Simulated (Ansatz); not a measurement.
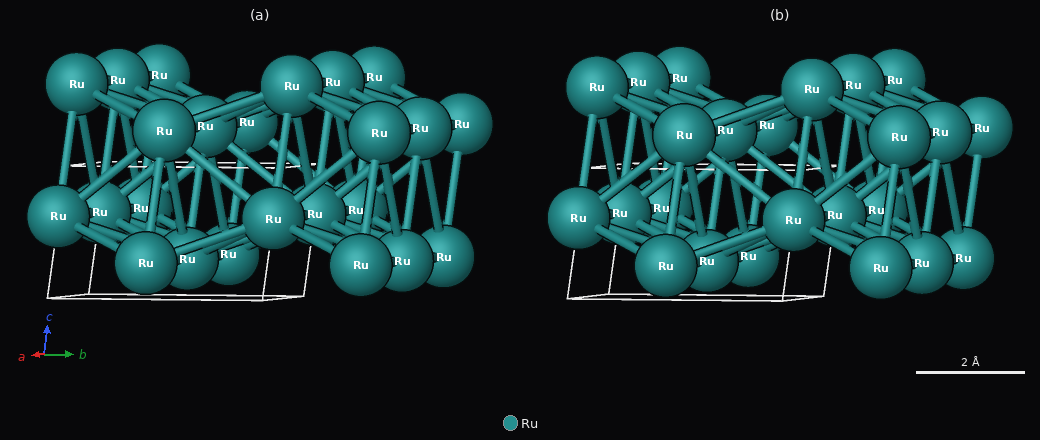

The structure of solid Ru (set up in P2_1/m) before (left) and after (right) a relaxation, at one scale.

Style: ball-and-stick. Shown: the cell of the calculation, reduced to other axes, repeated 3 × 2 × 2 with one cell outlined, from a free direction. Lengths and directions refer to the drawn axes.

Case: film's bulk on the substrate's plane, third vector and atoms relaxed.

The calculation used Ansatz 0.2.0, DFT PBE, scalar-relativistic, plane waves, PAW.

Input
```yaml
crystal:
  lattice:
    - [4.1973183, 0.0, 0.0]
    - [0.0, 6.8307327999, 0.0]
    - [0.0, -2.4395474285, 0.9316273182]
  atoms:
    - { symbol: Ru, position: [0.25, 0.3333333333, 0.3333333333] }
    - { symbol: Ru, position: [0.75, 0.6666666667, 0.6666666667] }
basis:
  ecutwfc: 420
kpoints:
  mp_grid: { grid: [8, 5, 36] }
hamiltonian:
  xc: pbe
scf:
  occupations: { method: gaussian, width: 0.1 }
output:
  forces: true
  stress: true
  eigenvalues: true
  write_density: true
  write_potential: true
  elf: true
  volumetric_format: npy
relax:
  adjacent_minimum: "off"
  f_tol: 0.01
  max_steps: 50
  cell: { fix: [a, b, gamma], stress_tol: 0.1 }
```

Run as
```bash
ansatz run input.yaml --threads 4 --pin off --max-ram 8192MiB --backend cpu --events-out ev --progress --plain --runs-dir out
```

Question: Summarise the run.

Answer: The largest moves relative to the cell, 0.018 Å, are those of Ru1 and Ru2. Ru1 goes along [−1 0 3]. The volume changes by −1.6 %, with a 2.611 → 2.610 Å (0.0 %), b unchanged at 4.197 Å, c 2.698 → 2.671 Å (−1.0 %), β 115.4° → 116.1°. Some distances before and after: Ru1–Ru1 2.837 → 2.795 Å, Ru1–Ru2 2.656 → 2.624 Å, Ru1–Ru1 (another image) 2.698 → 2.671 Å, Ru1–Ru2 (another image) 2.577 → 2.597 Å. The space group stays P2_1/m (No. 11). Over 3 accepted moves (4 points after the start) the energy falls by 9.5 meV per atom. Largest force component: 0.3 eV/Å at the start, 0.004 eV/Å at the end. Pressure: 12.85 GPa at the start and 17.92 GPa at the end. At 1 point the geometry stayed and the basis and grid were re-selected for the new cell (energy shift of 0.1 meV per atom at most each time).
